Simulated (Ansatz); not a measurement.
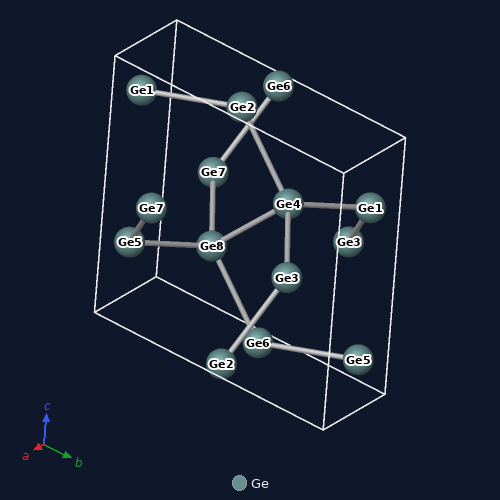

The system is Ge (Ia-3, No. 206; 8 atoms in the cell); the picture shows the reference structure. The energy is mapped over two homogeneous strains (x, y and z along the cube axes). Coordinates scanned: (1) engineering shear strain xz; (2) engineering shear strain yz. Nothing is relaxed (fractional coordinates fixed). Grid: 7 × 7 points; 13 points were computed and 36 follow by symmetry. Points are written as (first, second). Energies are in meV/atom, from the lowest grid point. All numbers below come from Ansatz 0.2.0, DFT LDA, scalar-relativistic, plane waves, PAW. Settings: cutoff 420 eV, k-mesh 8×8×8, gaussian smearing 0.15 eV, no spin polarisation.

Its coordinates:

```yaml
crystal:
  lattice:
    - [-3.43746, 3.43746, 3.43746]
    - [3.43746, -3.43746, 3.43746]
    - [3.43746, 3.43746, -3.43746]
  atoms:
    - { symbol: Ge, position: [0.50000, 0.00000, 0.79587] }
    - { symbol: Ge, position: [0.79587, 0.50000, 0.00000] }
    - { symbol: Ge, position: [0.00000, 0.79587, 0.50000] }
    - { symbol: Ge, position: [0.70413, 0.70413, 0.70413] }
    - { symbol: Ge, position: [0.50000, 0.00000, 0.20413] }
    - { symbol: Ge, position: [0.20413, 0.50000, 0.00000] }
    - { symbol: Ge, position: [0.00000, 0.20413, 0.50000] }
    - { symbol: Ge, position: [0.29587, 0.29587, 0.29587] }
```

The input of one point:

```yaml
crystal:
  lattice:
    - [-3.4374563581, 3.4374563581, 3.4374563581]
    - [3.4374563581, -3.4374563581, 3.4374563581]
    - [3.4374563581, 3.4374563581, -3.4374563581]
  atoms:
    - { symbol: Ge, position: [0.5, 0.0, 0.7958727303] }
    - { symbol: Ge, position: [0.7958727303, 0.5, 0.0] }
    - { symbol: Ge, position: [0.0, 0.7958727303, 0.5] }
    - { symbol: Ge, position: [0.7041272697, 0.7041272697, 0.7041272697] }
    - { symbol: Ge, position: [0.5, 0.0, 0.2041272697] }
    - { symbol: Ge, position: [0.2041272697, 0.5, 0.0] }
    - { symbol: Ge, position: [0.0, 0.2041272697, 0.5] }
    - { symbol: Ge, position: [0.2958727303, 0.2958727303, 0.2958727303] }
basis:
  ecutwfc: 420
kpoints:
  mp_grid: { grid: [8, 8, 8] }
hamiltonian:
  xc: lda
  pseudopotentials: { kind: paw, azcp: { folder: soft_1 } }
scf:
  occupations: { method: gaussian, width: 0.15 }
output:
  forces: true
  stress: true
  eigenvalues: true
  write_density: true
  write_potential: true
  elf: true
  volumetric_format: npy
```

Range: engineering shear strain xz from −8.0 to 8.0 %; engineering shear strain yz from −8.0 to 8.0 %.

What landscape does the calculation give?

The lowest grid point is at (0.0 %, 0.0 %). No other kind of well shows on this grid. The highest grid point, (−8.0 %, −8.0 %), lies 58.3 meV/atom above the lowest. Round the minimum the contours are nearly round: the two directions are equally stiff and uncoupled.

```tsv
second ↓, first →	−8.0	−5.3	−2.7	0.0	2.7	5.3	8.0
8.0	58.3	42.3	32.7	29.5	32.7	42.3	58.3
5.3	42.3	26.0	16.3	13.1	16.3	26.0	42.3
2.7	32.7	16.3	6.5	3.3	6.5	16.3	32.7
0.0	29.5	13.1	3.3	0.0	3.3	13.1	29.5
−2.7	32.7	16.3	6.5	3.3	6.5	16.3	32.7
−5.3	42.3	26.0	16.3	13.1	16.3	26.0	42.3
−8.0	58.3	42.3	32.7	29.5	32.7	42.3	58.3
```

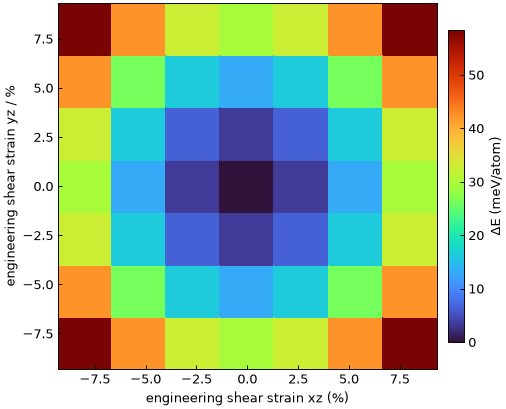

Drawn: one coloured cell a grid point.

Each point was launched as `ansatz run input.yaml --threads 4 --pin off --max-ram 8192MiB --backend cpu --events-out ev --progress --plain --runs-dir out`. The whole map (13 points run) took 10 min on 4 threads of Arm Neoverse V1 (shared host).
